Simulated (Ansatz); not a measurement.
**ZnSe2: density, localisation and related maps**

Input file:

```
crystal:
  lattice:
    - [5.78606725, 0.0, 0.0]
    - [0.0, 5.78606725, 0.0]
    - [0.0, 0.0, 3.86781413]
  atoms:
    - { symbol: Zn, position: [0.5, 0.5, 0.5] }
    - { symbol: Zn, position: [0.0, 0.0, 0.0] }
    - { symbol: Se, position: [0.695572, 0.695572, 0.0] }
    - { symbol: Se, position: [0.804428, 0.195572, 0.5] }
    - { symbol: Se, position: [0.304428, 0.304428, 0.0] }
    - { symbol: Se, position: [0.195572, 0.804428, 0.5] }
kpoints:
  mp_grid: { grid: [4, 4, 6] }
hamiltonian:
  xc: pbesol
scf:
  occupations: { method: fermi_dirac, width: 0.03 }
relax:
  f_tol: 0.01
  cell: {}
  max_steps: 120
output:
  write_density: true
  write_potential: true
  elf: true
  volumetric_format: npy
```

Launched as:

```sh
ansatz run input.yaml --threads 2 --pin off --max-ram 2211MiB --backend cpu --events-out ev --progress --plain --runs-dir out
```

Below, planes, directions and counts refer to the conventional cell (a = 5.89 Å, b = 5.89 Å, c = 3.78 Å, α = 90.00°, β = 90.00°, γ = 90.00°).

The fields are those of the run's last geometry, not of the input's.

Space group P4₂/mnm; a structure from a database of computed crystals, not necessarily the ambient phase; started from the MgH2-136 prototype, which need not be the ambient phase.

All numbers below come from Ansatz, DFT, PBEsol, plane waves, PAW.

Core electrons are frozen (PAW), and the valence fields are smoothed inside the atomic spheres.

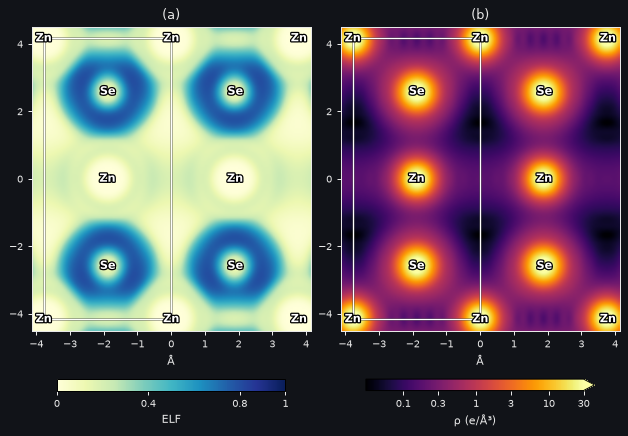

Figure 1. (a) electron localisation function; (b) valence charge density (pseudo) on the (11̄0) plane of the conventional cell.

Read the bonding off the picture.

Answer. The plane passes through Zn and Se nuclei. Zn–Se (2.46 Å): the density is about 0.44 e/Å³ at the midpoint; the ELF is about 0.55 at the midpoint. Zn–Se (2.59 Å): ρ is about 0.33 e/Å³ halfway; the ELF is about 0.45 at the midpoint. Between the atoms the lowest density in this plane is 0.03 e/Å³.

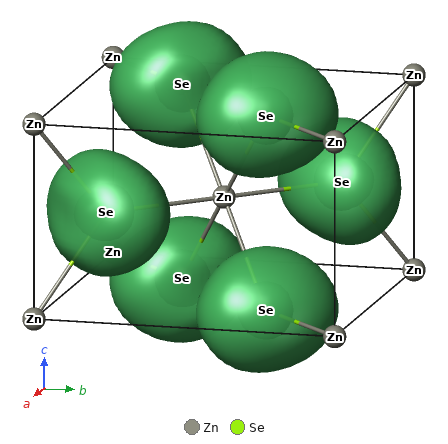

Figure 2. Isosurface of the ELF at 0.65 (green), seen slightly off an axis. Core shells and regions of very low density are left out. Sticks mark near contacts.

Identify the bonds, lone pairs and shells in this picture.

Answer. At this value the surface marks out four regions wrapped around Se (the valence shell of each), counted in one cell of 6 atoms. Any copies at cell faces, edges or corners count once.
